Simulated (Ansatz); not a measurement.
# HfO3: a trial structure relaxed, part 2 of 2

The task: take a trial cell of HfO3 to zero force and stress.

Ansatz 0.2.0; DFT PBE, scalar-relativistic, plane waves, PAW. The steps go on from the part before.

## 4. Coarse relaxation, continued

The end of the coarse run is made exact in the group found at a tolerance of 0.06 Å and reduced to its primitive cell.

File input.yaml:

```yaml
crystal:
  lattice:
    - [3.5971512598, 0.0, 0.0]
    - [-1.7985756299, 3.1152243722, 0.0]
    - [0.0, 0.0, 4.1580858107]
  atoms:
    - { symbol: Hf, position: [0.0, 0.0, 0.0] }
    - { symbol: O, position: [0.0, 0.0, 0.5] }
    - { symbol: O, position: [0.3333333333, 0.6666666667, 0.2325859278] }
    - { symbol: O, position: [0.3333333333, 0.6666666667, 0.7674140722] }
basis:
  ecutwfc: 420
kpoints:
  mp_grid: { grid: [6, 6, 4] }
hamiltonian:
  xc: pbe
scf:
  occupations: { method: gaussian, width: 0.1 }
  lower_state_search: "off"
output:
  forces: true
  stress: true
  eigenvalues: true
relax:
  adjacent_minimum: "off"
  f_tol: 0.04
  max_steps: 70
  cell: { stress_tol: 0.4 }
```

Run with:

```sh
> ansatz run input.yaml --threads 1 --pin off --max-ram 2560MiB --backend cpu --events-out ev --progress --plain --runs-dir out
```

What it wrote, shortened:

```text
[...]
relax step  14: F+E_penalty+E_count = -17422.12839604 eV  Δ(F+E_penalty+E_count) = -3.760e-3 eV  max|allowed force component| = 1.387e-3 eV/Å  Δτ_max = 0.0000 Å  P = +0.125 GPa  Ω = 51.493 Å³  stress off target by 1.70e-1 GPa  SCF on the basis re-selected at this cell (its energy is not [...]
SCF converged after 5 iterations
Free energy (F): -17422.128396 eV
[...]
E sigma→0 (E₀):  -17422.128244 eV
Entropy (-TS):   -0.000305 eV (-0.076 meV/atom)
Fermi energy:    11.235530 eV
[...]
--- Forces (eV/Å), atoms counted from 1 ---
  atom   1  Hf     0.00000000    -0.00000000    -0.00000000
  atom   2  O     -0.00000000    -0.00000000    -0.00000000
  atom   3  O     -0.00000000     0.00000000    -0.00138746
  atom   4  O     -0.00000000     0.00000000     0.00138746
[...]
--- Stress (GPa, compression-positive) ---
        0.170020       0.000000      -0.000000
        0.000000       0.170020      -0.000000
       -0.000000      -0.000000       0.034060
  P = ⅓ Tr σ = 0.1247 GPa (1.247 kbar)
--- Band table (eV; the first three rows and the last of 21) ---
[... band rows left out ...]
[...]
--- Relaxed structure (12 steps of the walk, 9 accepted, 2 SCFs on fresh bases) ---
  F+E_penalty+E_count = -17422.12839604 eV   max|allowed force component| = 1.387e-3 eV/Å   (the final SCF, on the basis selected at the relaxed cell)
  cell:  # Å, volume = 51.4933 Å³
    - [3.8280060681400374, 0.0, 0.0]
    - [-1.9140030340700187, 3.3151505008502578, 0.0]
    - [0.0, 0.0, 4.057649301009747]
  atoms:
    - { symbol: Hf, position: [3.0814879110195774e-33, -2.7755575615628907e-17, 0.0] }
    - { symbol: O, position: [1.5407439555097887e-33, -2.775557561562891e-17, 0.5] }
    - { symbol: O, position: [0.33333333333333326, 0.6666666666666665, 0.18705498855008826] }
    - { symbol: O, position: [0.33333333333333326, 0.6666666666666665, 0.8129450114499119] }
```

Run time: 79 s. Hardware: 1 thread of AMD EPYC (Zen 3), shared host; peak memory 0.37 GiB.

## 5. Final relaxation

The end of the coarse run is made exact in the group found at a tolerance of 0.06 Å and reduced to its primitive cell.

File input.yaml:

```yaml
crystal:
  lattice:
    - [3.8280060681, 0.0, 0.0]
    - [-1.9140030341, 3.3151505009, 0.0]
    - [0.0, 0.0, 4.057649301]
  atoms:
    - { symbol: Hf, position: [0.0, 0.0, 0.0] }
    - { symbol: O, position: [0.0, 0.0, 0.5] }
    - { symbol: O, position: [0.3333333333, 0.6666666667, 0.1870549886] }
    - { symbol: O, position: [0.3333333333, 0.6666666667, 0.8129450114] }
basis:
  ecutwfc: 420
kpoints:
  mp_grid: { grid: [12, 12, 10] }
hamiltonian:
  xc: pbe
scf:
  occupations: { method: gaussian, width: 0.01 }
output:
  forces: true
  stress: true
  eigenvalues: true
  write_density: true
  write_potential: true
  elf: true
  volumetric_format: npy
relax:
  adjacent_minimum: "off"
  f_tol: 0.01
  max_steps: 80
  cell: { stress_tol: 0.05 }
```

Run with:

```sh
> ansatz run input.yaml --threads 1 --pin off --max-ram 2560MiB --backend cpu --events-out ev --progress --plain --runs-dir out
```

What it wrote, shortened:

```text
Warning: RAYON_NUM_THREADS=1 ignored (pool sized by the plan → 1); use --threads N
[...]
[... 4 set-up lines as earlier in the session ...]
[...]
Crystal: 4 atoms, lattice volume = 51.493 Å³
Basis set: ecut = 420 eV, 1009 PW (Γ), exchange–correlation on 54×54×60 points (8 copies of the dense FFT grid, shifted against one another)
Bands: 27, of which v1, the nominal top of the filled ones, is band 22 counted from 1 (21 counted from 0)
[... 1 set-up line as earlier in the session ...]
Space group: P-6m2 (ITA 187), of the structure as read, at distance tolerance 3.7e-5 Å
k-points: 114 of 1440 (time reversal used)
[...]
--- Stress (GPa, compression-positive) ---
        0.012205      -0.000000      -0.000000
       -0.000000       0.012205       0.000000
       -0.000000       0.000000      -0.004896
  P = ⅓ Tr σ = 0.0065 GPa (0.065 kbar)
--- Band table (eV; the first three rows and the last of 114) ---
[... band rows left out ...]
[...]
--- Relaxed structure (3 steps of the walk, 3 accepted, 1 SCFs on fresh bases) ---
  F+E_penalty+E_count = -17422.13534422 eV   max|allowed force component| = 7.744e-4 eV/Å   (the final SCF, on the basis selected at the relaxed cell)
  cell:  # Å, volume = 51.5517 Å³
    - [3.8305977952982495, 2.8887114145576193e-11, 0.0]
    - [-1.9152988976741416, 3.3173950023945036, 0.0]
    - [0.0, 0.0, 4.056756448591467]
  atoms:
    - { symbol: Hf, position: [3.0814879110195774e-33, -2.775557561562891e-17, 8.349986747701933e-22] }
    - { symbol: O, position: [3.0814879110195774e-33, -2.775557561562891e-17, 0.5] }
    - { symbol: O, position: [0.3333333333333333, 0.6666666666666666, 0.18707156666683328] }
    - { symbol: O, position: [0.3333333333333333, 0.6666666666666666, 0.8129284333331666] }
```

Run time: 2.4 min. Hardware: 1 thread of AMD EPYC (Zen 3), shared host; peak memory 0.49 GiB.

Relaxation path:

| step | energy from step 1 (eV/cell) | largest force component (eV/Å) | pressure (GPa) | volume (Å³) |
| --- | --- | --- | --- | --- |
| 1 | 0.0000 | 0.0028 | 0.10 | 51.49 |
| 2 | 0.0003 | 0.0009 | -0.03 | 51.56 |
| 3 | 0.0003 | 0.0008 | 0.00 | 51.55 |
| 4 | 0.0000 | 0.0008 | 0.01 | 51.55 |

Step 1 is the start. Step 4 repeats the geometry before it on a plane-wave basis chosen anew for that cell, so its energy need not be comparable with the rows above.

|  | before | after | change |
| --- | --- | --- | --- |
| a (Å) | 3.828 | 3.831 | +0.1 % |
| b (Å) | 3.828 | 3.831 | +0.1 % |
| c (Å) | 4.058 | 4.057 | 0.0 % |
| volume (Å³/atom) | 12.87 | 12.89 | +0.1 % |
| shortest distance (Å) | 1.518 | 1.518 | 0.0 % |
| space group (0.01 Å) | P-6m2 | P-6m2 | same |

Forces and stress were held to the start's 12 operations: a distortion of lower symmetry was not tested.

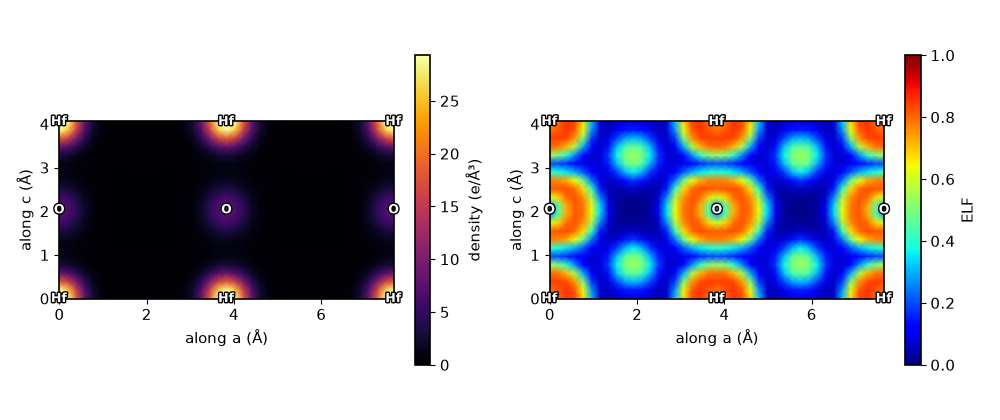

Density (left) and ELF (right) in a lattice plane of the grid's cell (edges 3.83 and 4.06 Å, at 1.000 of the third edge), which holds Hf and O. Only atoms in the plane are labelled; the density scale stops at 29.32 e/Å³. Both are smooth fields of the valence electrons: close to the nuclei they are not physical.

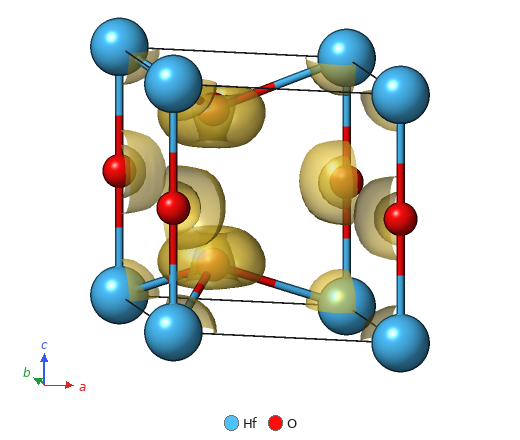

Surface of ELF = 0.77, drawn in one cell.

Maxima of ELF outside the ion cores: 0.88 beside O, off the lines to its neighbours, 0.6 Å from O; 0.83 in the shell around O, 0.6 Å from O; 0.60 on the O–O line, 0.8 Å from O.

## 6. Changed: ecutwfc 600 eV

File input.yaml:

```yaml
crystal:
  lattice:
    - [3.8305977953, 0.0, 0.0]
    - [-1.9152988977, 3.3173950024, 0.0]
    - [0.0, 0.0, 4.0567564486]
  atoms:
    - { symbol: Hf, position: [0.0, 0.0, 0.0] }
    - { symbol: O, position: [0.0, 0.0, 0.5] }
    - { symbol: O, position: [0.3333333333, 0.6666666667, 0.1870715667] }
    - { symbol: O, position: [0.3333333333, 0.6666666667, 0.8129284333] }
basis:
  ecutwfc: "600 eV"
kpoints:
  mp_grid: { grid: [12, 12, 10] }
hamiltonian:
  xc: pbe
scf:
  occupations: { method: gaussian, width: 0.01 }
output:
  forces: true
  eigenvalues: true
  stress: true
```

Run with:

```sh
> ansatz run input.yaml --threads 1 --pin off --max-ram 2560MiB --backend cpu --events-out ev --progress --plain --runs-dir out
```

What it wrote, shortened:

```text
Warning: RAYON_NUM_THREADS=1 ignored (pool sized by the plan → 1); use --threads N
[...]
[... 4 set-up lines as earlier in the session ...]
[...]
Crystal: 4 atoms, lattice volume = 51.552 Å³
Basis set: ecut = 600 eV, 1739 PW (Γ), exchange–correlation on 64×64×72 points (8 copies of the dense FFT grid, shifted against one another)
Bands: 27, of which v1, the nominal top of the filled ones, is band 22 counted from 1 (21 counted from 0)
[... 2 set-up lines as earlier in the session ...]
k-points: 114 of 1440 (time reversal used)
[...]
SCF iter   1: F=—  HF=-17422.220233 eV  |F-HF|=—  |Δ(HF+E_count)|=         —  Δρ=2.03e-2  dr2=3.45e-1  ethr=1.77e-3  ⟨swp⟩=6.0  Hψ=11615  notcnv=0
[...]
SCF iter  10: F=-17422.157249 eV  HF=-17422.157249 eV  |F-HF|=1.20e-8  |Δ(HF+E_count)|=   1.36e-7  Δρ=2.94e-6  dr2=3.68e-9  ethr=2.27e-10  ⟨swp⟩=5.1  Hψ=12589  notcnv=0
[...]
SCF converged after 10 iterations
Free energy (F): -17422.157249 eV
[...]
E sigma→0 (E₀):  -17422.157249 eV
Fermi energy:    11.219171 eV
[...]
--- Forces (eV/Å), atoms counted from 1 ---
  atom   1  Hf     0.00000000    -0.00000000     0.00000000
  atom   2  O      0.00000000    -0.00000000     0.00000000
  atom   3  O      0.00000000     0.00000000    -0.00473832
  atom   4  O      0.00000000     0.00000000     0.00473832
[...]
--- Stress (GPa, compression-positive) ---
       -0.012305       0.000000       0.000000
        0.000000      -0.012305       0.000000
        0.000000       0.000000      -0.021894
  P = ⅓ Tr σ = -0.0155 GPa (-0.155 kbar)
--- Band table (eV; the first three rows and the last of 114) ---
[... band rows left out ...]
[...]
```

Run time: 50 s. Hardware: 1 thread of AMD EPYC (Zen 3), shared host; peak memory 0.49 GiB.

```tsv
run	ending	energy change	pressure (GPa)	gap (eV)	force (eV/Å)	cycles	time
step 5	converged	0	0.0	0.28	0.00	-	2.4 min
variant	converged	-5.5 meV/atom	0.0	0.28	0.00	10	50 s
```

Changing the cutoff moves the energy by -5.5 meV/atom. More plane waves (600 against 420 eV) lower the energy, so the reference carries at least that much basis error.

## 7. Outcome

This closing draws on all 2 parts. Changes of volume or cell count from the first structure of part 1.

| quantity | value |
| --- | --- |
| symmetry at the end (tolerance 0.02 Å) | space group P-6m2 (No. 187) |
| conventional cell | a = 3.831 Å, b = 3.831 Å, c = 4.057 Å, α = 90.00°, β = 90.00°, γ = 120.00° |
| volume | 12.89 Å³/atom |
| energy over the elements (uncorrected; H, N, O, F and Cl as molecules) | -1.47 eV/atom |
| gap on the mesh | 0.28 eV |

What this shows: The space group P-6m2 (No. 187) is kept, and the volume per atom grows by 22.2 % from the first guess. It lies below the elements, which doesn't yet make it stable: competing phases were not computed in this session. No finished test with a distortion of lower symmetry is shown, so the end may be a saddle point. Spin-orbit coupling is left out, which matters for the bands of Hf.
